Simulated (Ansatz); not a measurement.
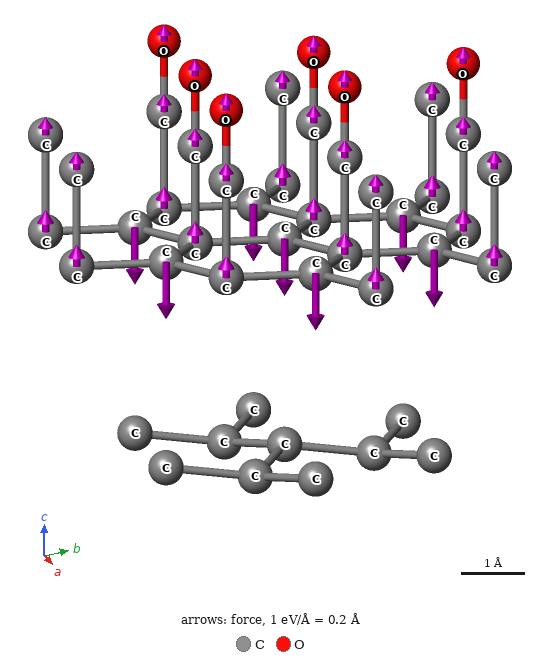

Starting geometry of a slab of composition C9O (cut from the Fd-3m phase) with the computed forces as purple arrows. Style: ball-and-stick. Shown: the atoms within 4.2 Å of the atom that moves most (axes of the 3 × 3 repeat of the cell, outlined in the plane, without the vacuum), slightly off an axis.

Case: CO put at a top C site. The slab is the (1 1 1) face of C with CO on it. 4 atoms are held fixed.

Method: DFT PBEsol, scalar-relativistic, plane waves, PAW in Ansatz. (plane-wave cutoff 420 eV; k-point mesh 12 × 12 × 1; occupations gaussian; smearing width 0.05 eV; no spin polarisation; dipole correction; atoms relaxed in a fixed cell; force threshold 0.03 eV/Å; at most 70 steps)

**What follows when this structure is relaxed?**

It isn't relaxed: the largest force vector, on a C atom, is 4.65 eV/Å. The final displacements have little in common with the starting forces (cosine between the two patterns 0.15). The largest move is that of a C atom, 1.84 Å along the normal (−c). By element the largest moves are C 1.84 Å, O 1.38 Å. The cell doesn't change. Near-neighbour distances that change, for instance: C–C 3.351 → 1.542 Å, C–C 1.580 → 1.470 Å, C–C 1.451 → 1.548 Å, C–C 1.466 → 1.538 Å. New bonds form, among them: C–C (3.35 → 1.54 Å). Among the angles between lasting bonds that change: C–C–C 90.1° → 110.5°, C–C–C 120.0° → 108.5°, C–C–C 118.0° → 109.5°. After 11 accepted moves (12 points after the start) the energy has fallen by 3.354 eV per cell of the calculation. Largest force component: 4.7 eV/Å at the start, 0.02 eV/Å at the end. 1 step only repeated the SCF at the same geometry. Cost: 73 s on 2 threads of Intel(R) Xeon(R) Platinum 8259CL CPU @ 2.50GHz (Skylake/Cascade Lake) (shared host), peak memory 0.51 GiB.

Limits of the set-up: the periodic images lie only 2.5 Å apart, so the values are limited by the cell's size.
